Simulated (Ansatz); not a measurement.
Single-point calculation of PtSe (part 1 of 2)

PtSe (4 atoms in the cell), computed with DFT LDA+U, scalar-relativistic, plane waves, PAW, Ueff = 2 eV on Pt atom 1 d; Ueff = 2 eV on Pt atom 3 d, spin-polarised (Ansatz 0.2.0).

The structure was built on a prototype by a generator; it need not be a known phase. It belongs to a series of runs on one base structure; here: natural orbitals of the symmetric run, filled by rank. Figures and captions count atoms from 1; the log counts them from 0 in places.

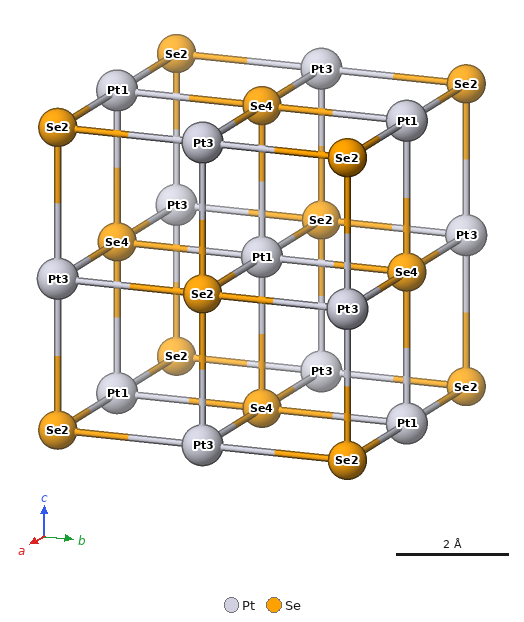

Figure 1. The structure (ball-and-stick view of the cell 2 times as large as that of the calculation, set on its symmetry axes, seen slightly off an axis; atoms are numbered from 1 in the order of the input). An atom can appear more than once, as a periodic image. Near neighbours in the periodic cell (some may lie outside the picture): Pt has 6 Se at 2.80 Å; Se has 6 Pt at 2.80 Å.

### Results in brief

| quantity | value |
| --- | --- |
| outcome | converged |
| space group (tolerance 0.01 Å) | Fm-3m (225) |
| electrons treated | 68 |
| free energy | −35253.4722 eV |
| Fermi energy | 11.400 eV |
| gap on the k-point mesh | none (metallic) |
| net moment of the cell | 0.00 μB |
| integrated absolute moment | 0.00 μB |
| pressure | −20.94 GPa |
| largest force (length of the vector) | under 0.001 eV/Å |
| hardware | 2 threads of Arm Neoverse V2, 24 GiB of memory available, shared host |
| wall time | 13 s (CPU time 25 s) |
| peak memory | 0.59 GiB |

The program warns: some starting moments were not kept; the typed occupations were not kept. Spin–orbit coupling is left out, which matters for Pt. The cell is under a tension of 21 GPa at this level, so it is not at its equilibrium volume.

### The input
```yaml
crystal:
  lattice:
    - [0.0, 2.79841113, 2.79841113]
    - [5.59682226, 2.79841113, 2.79841113]
    - [5.59682226, 5.59682226, 0.0]
  atoms:
    - { symbol: Pt, position: [0.5, 0.5, 0.0], spin: 2.0 }
    - { symbol: Se, position: [0.0, 0.0, 0.0] }
    - { symbol: Pt, position: [0.5, 0.5, 0.5], spin: -2.0 }
    - { symbol: Se, position: [0.0, 0.0, 0.5] }
basis:
  ecutwfc: 420
  ecutrho_ratio: 4
kpoints:
  mp_grid: { grid: [6, 6, 6] }
hamiltonian:
  xc: lda
  hubbard:
    sites:
      - { site: 0, l: d, u_eff: 2.0, starting_ns: [{ spin: up, occupation_matrix: s0up }, { spin: down, occupation_matrix: s0down }] }
      - { site: 2, l: d, u_eff: 2.0, starting_ns: [{ spin: up, occupation_matrix: s2up }, { spin: down, occupation_matrix: s2down }] }
    occupation_matrices:
      s0up:
        matrix:
          - [0.97, 0.0, 0.0, 0.0, 0.0]
          - [0.0, 0.97, 0.0, 0.0, 0.0]
          - [0.0, 0.0, 0.97, 0.0, 0.0]
          - [0.0, 0.0, 0.0, 0.97, 0.0]
          - [0.0, 0.0, 0.0, 0.0, 0.97]
      s0down:
        matrix:
          - [0.02, 0.0, 0.0, 0.0, 0.0]
          - [0.0, 0.97, 0.0, 0.0, 0.0]
          - [0.0, 0.0, 0.97, 0.0, 0.0]
          - [0.0, 0.0, 0.0, 0.02, 0.0]
          - [0.0, 0.0, 0.0, 0.0, 0.97]
      s2up:
        matrix:
          - [0.02, 0.0, 0.0, 0.0, 0.0]
          - [0.0, 0.97, 0.0, 0.0, 0.0]
          - [0.0, 0.0, 0.97, 0.0, 0.0]
          - [0.0, 0.0, 0.0, 0.02, 0.0]
          - [0.0, 0.0, 0.0, 0.0, 0.97]
      s2down:
        matrix:
          - [0.97, 0.0, 0.0, 0.0, 0.0]
          - [0.0, 0.97, 0.0, 0.0, 0.0]
          - [0.0, 0.0, 0.97, 0.0, 0.0]
          - [0.0, 0.0, 0.0, 0.97, 0.0]
          - [0.0, 0.0, 0.0, 0.0, 0.97]
    ns_hold: { iters: 10 }
scf:
  occupations: { method: gaussian, width: 0.05 }
  lower_state_search: "off"
  max_iter: 150
output:
  forces: true
  stress: true
  eigenvalues: true
  populations: true
  hubbard: { sites: [{ site: 0, l: d }, { site: 2, l: d }] }
  write_density: true
  write_potential: true
  elf: true
  volumetric_format: npy
magnetization:
  spin_polarized: true
```

Launched with:
```bash
ansatz run input.yaml --threads 2 --pin off --max-ram 3072MiB --backend cpu --events-out ev --progress --plain --runs-dir out
```

### Log
```
Pt: projections on atomic orbitals take those of the free atom [Kr 4d10 4f14] 5s2 5p6 5d9 6s1, of charge +0.00 (hamiltonian.pseudopotentials.projection_atoms); the dataset's partial waves leave at most 9.1e-5 of an orbital's norm unspanned inside its sphere
Se: projections on atomic orbitals take those of the free atom [Ar] 3d10 4s2 4p4, of charge +0.00 (hamiltonian.pseudopotentials.projection_atoms); the dataset's partial waves leave at most 2.3e-6 of an orbital's norm unspanned inside its sphere
Engine: ansatz 0.2.0, aarch64-unknown-linux-gnu
Pseudopotentials: kind: paw
Pseudopotential: Pt, paw, valence charge 18, recommended cutoff 420 eV (normal), Pt.paw.azcp
Pseudopotential: Se, paw, valence charge 16, recommended cutoff 420 eV (normal), Se.paw.azcp
Functional definition: SPW92
  exchange = slater_x
  correlation = pw_c
Crystal: 4 atoms, lattice volume = 87.659 Å³
Basis set: ecut = 420 eV, 1715 PW (Γ)
Bands: 44, of which v1, the nominal top of the filled ones, is band 34 counted from 1 (33 counted from 0)
Symmetry: 16 space group operations
Space group: P4/mmm (ITA 123), of the structure as read, at distance tolerance 4.4e-5 Å
Magnetic group: BNS 123.350 (UNI 1010), of the structure as read, at distance tolerance 4.4e-5 Å
k-points: 40 of 216
Non-local potential: Pt, projectors of the file, l = 0: 3, l = 1: 2, l = 2: 2, l = 3: 1
Non-local potential: Se, projectors of the file, l = 0: 2, l = 1: 2, l = 2: 3, l = 3: 1
PAW form: soft (Blöchl's): semilocal exchange-correlation on the pseudo side does not see the compensation charge
PAW frozen core: Pt, regenerated for the run's functional, and the local potential with it (the file was generated under x = pbe(κ = 0.804, μ = 0.2195149727645171), c = pbe(β = 0.06672455060314922))
PAW frozen core: Se, regenerated for the run's functional, and the local potential with it (the file was generated under x = pbe(κ = 0.804, μ = 0.2195149727645171), c = pbe(β = 0.06672455060314922))
PAW one-centre angular grid: Pt, 590 points (default); XC on 64 Gauss nodes
PAW one-centre angular grid: Se, 590 points (default); XC on 64 Gauss nodes
Initial density: superposition of atomic densities (chi_scale 0.1, normalization cell)
Starting moments: Σ|m| = 4 μB on 2 of 4 sites
Starting magnetic order: antiferromagnet; a translation exchanges its spin sublattices: spin-degenerate at every k-point
Initial wavefunctions: pseudopotential atomic-orbital guess
Functional: x = slater, c = lda
```
